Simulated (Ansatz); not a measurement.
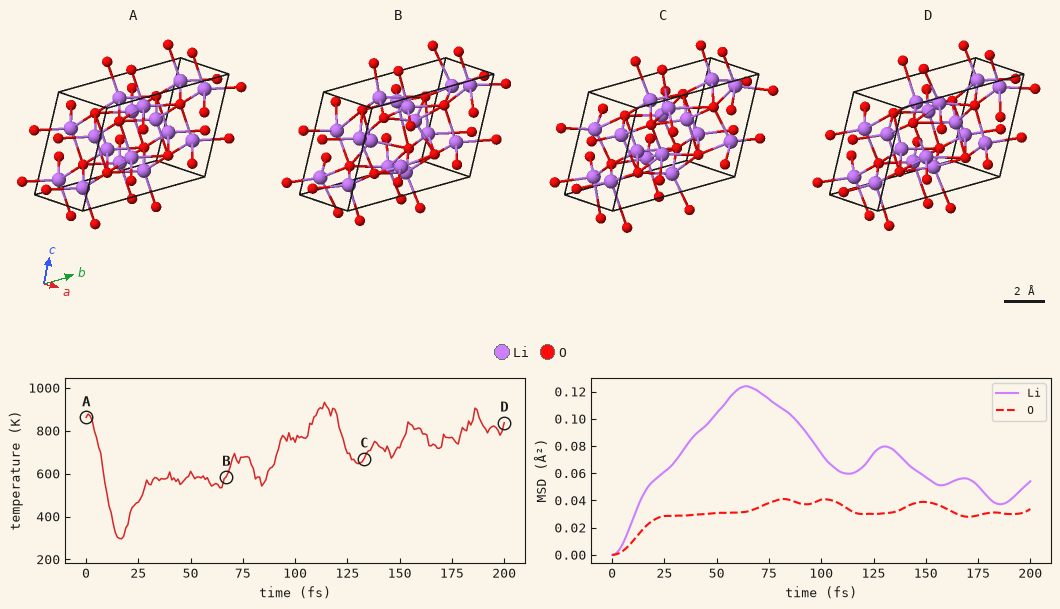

First-principles dynamics of a 24-atom cell of Li₂O (set up in Fm-3m), 200 fs long. Frames (A at 0 fs, B at 67 fs, C at 133 fs, D at 200 fs) and the history of the run. Style: ball-and-stick. Shown: the reduced simulation cell, slightly off an axis. Bonds to atoms that aren't drawn are left out. Lengths and directions refer to the drawn axes.

Method: DFT PBE, scalar-relativistic, plane waves, PAW in Ansatz. Run with plane-wave cutoff 200 eV; k-point mesh 2 × 2 × 2; Fermi-Dirac smearing 0.05 eV; Langevin thermostat (NVT); set temperature 900 K; time step 1 fs; friction 0.005 per fs.

Input
```yaml
crystal:
  lattice:
    - [0.0, 4.66014, 4.66014]
    - [4.66014, 0.0, 4.66014]
    - [4.66014, 4.66014, 0.0]
  atoms:
    - { symbol: Li, position: [0.125, 0.125, 0.125] }
    - { symbol: Li, position: [0.375, 0.375, 0.375] }
    - { symbol: O, position: [0.25, 0.25, 0.25] }
    - { symbol: Li, position: [0.125, 0.125, 0.625] }
    - { symbol: Li, position: [0.375, 0.375, 0.875] }
    - { symbol: O, position: [0.25, 0.25, 0.75] }
    - { symbol: Li, position: [0.125, 0.625, 0.125] }
    - { symbol: Li, position: [0.375, 0.875, 0.375] }
    - { symbol: O, position: [0.25, 0.75, 0.25] }
    - { symbol: Li, position: [0.125, 0.625, 0.625] }
    - { symbol: Li, position: [0.375, 0.875, 0.875] }
    - { symbol: O, position: [0.25, 0.75, 0.75] }
    - { symbol: Li, position: [0.625, 0.125, 0.125] }
    - { symbol: Li, position: [0.875, 0.375, 0.375] }
    - { symbol: O, position: [0.75, 0.25, 0.25] }
    - { symbol: Li, position: [0.625, 0.125, 0.625] }
    - { symbol: Li, position: [0.875, 0.375, 0.875] }
    - { symbol: O, position: [0.75, 0.25, 0.75] }
    - { symbol: Li, position: [0.625, 0.625, 0.125] }
    - { symbol: Li, position: [0.875, 0.875, 0.375] }
    - { symbol: O, position: [0.75, 0.75, 0.25] }
    - { symbol: Li, position: [0.625, 0.625, 0.625] }
    - { symbol: Li, position: [0.875, 0.875, 0.875] }
    - { symbol: O, position: [0.75, 0.75, 0.75] }
basis:
  ecutwfc: 200.0
kpoints:
  mp_grid: { grid: [2, 2, 2] }
hamiltonian:
  xc: pbe
scf:
  occupations: { method: fermi_dirac, width: 0.05 }
  lower_state_search: "off"
  max_iter: 52
md:
  timestep: 1
  n_steps: 200
  ensemble: nvt_langevin
  temperature: 900.0
  initial_velocities: maxwell_boltzmann
  seed: 439609
  friction: 0.005
```

Run as
```bash
ansatz run input.yaml --threads 1 --pin off --max-ram 3072MiB --backend cpu --events-out ev --progress --plain --runs-dir out
```

Describe the run.

The mean temperature in the second half is 779 K (standard deviation 69 K). The potential energy in the second half lies on average 97.4 meV per atom above the first frame. In the second half of the run the atoms are, in the root-mean-square, this far from where they began (common drift taken out): Li 0.24 Å, O 0.18 Å. That is small against the typical shortest distance between atoms in the first frame, about 2.0 Å: the atoms vibrate about their sites and the arrangement holds. The plane-wave cutoff is below what these potentials need, so energies and forces are off.

Limits of the set-up: the cutoff lies below the recommended one.
